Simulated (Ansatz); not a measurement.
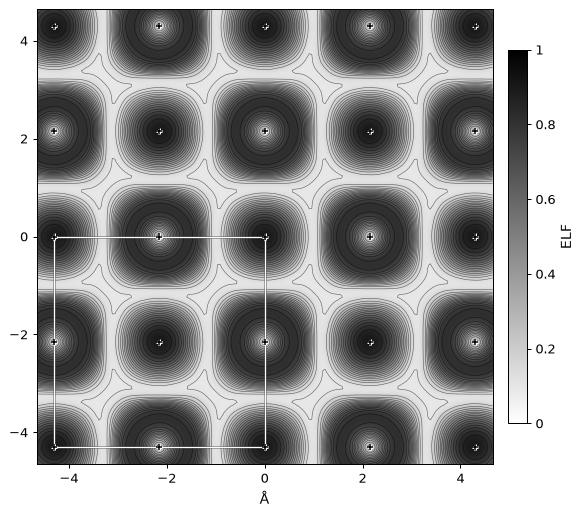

The electron localisation function on a plane through atoms (crosses mark nuclei in the plane).

Computed with DFT PBE, scalar-relativistic, plane waves, PAW in Ansatz.

Candidates:
A. TiAl, a = 2.82 Å, b = 2.82 Å, c = 4.08 Å, α = 90.00°, β = 90.00°, γ = 90.00°. Space group P4/mmm; computed without spin polarisation.
B. Ti (slab), a = 2.94 Å, b = 2.94 Å, c = 24.30 Å, α = 90.00°, β = 90.00°, γ = 120.00°. Computed without spin polarisation.
C. MnO, a = 4.31 Å, b = 4.31 Å, c = 4.31 Å, α = 90.00°, β = 90.00°, γ = 90.00°. Space group Fm-3m; changed on purpose from its base cell (volume × 0.91); computed pressure about 12 GPa in this cell; spin-polarised.

### Which system is this?

Candidate C: MnO on the (010) plane of the conventional cell, which holds Mn and O. Mn–O (2.15 Å): the ELF peaks at about 0.80 in the valence shell of O, 0.6 Å from its nucleus, and is about 0.15 at the midpoint: no localised pair shows between them.
